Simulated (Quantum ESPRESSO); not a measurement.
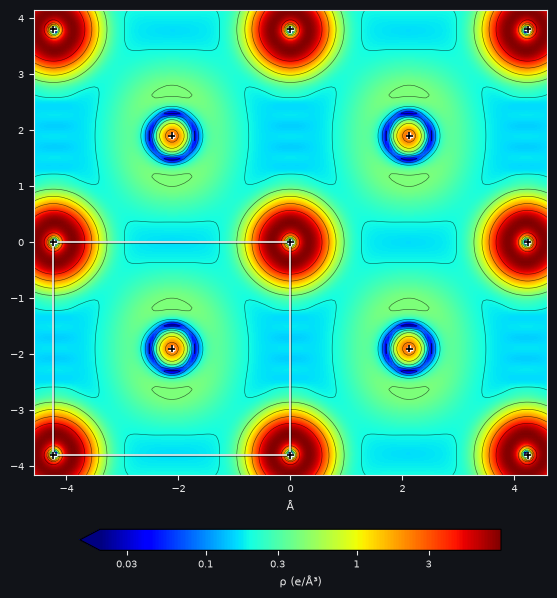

The valence electron density on a plane through atoms (crosses mark nuclei in the plane).

The calculation used Kohn-Sham DFT of a periodic cell, PBEsol, GBRV 1.5 PBEsol in Quantum ESPRESSO 7.5.

Candidates:
A. Ti3Al, a = 2.93 Å, b = 2.93 Å, c = 9.23 Å, α = 90.00°, β = 90.00°, γ = 120.00°. Space group P-6m2; a structure from a database of computed crystals, not necessarily the ambient phase; computed pressure about −3 GPa in this cell.
B. TiSi, a = 3.63 Å, b = 4.24 Å, c = 3.80 Å, α = 90.00°, β = 90.00°, γ = 90.00°. Space group Cmmm; a structure from a database of computed crystals, not necessarily the ambient phase; computed pressure about −4 GPa in this cell.
C. Ti2C, a = 3.08 Å, b = 3.08 Å, c = 14.44 Å, α = 90.00°, β = 90.00°, γ = 120.00°. Space group R-3m; a structure from a database of computed crystals, not necessarily the ambient phase; computed pressure about −5 GPa in this cell.

Which system is this?

Answer. Candidate B: TiSi on the (100) plane of the conventional cell, which holds Ti and Si. Ti–Si (2.85 Å): ρ at the midpoint is about 0.23 e/Å³.
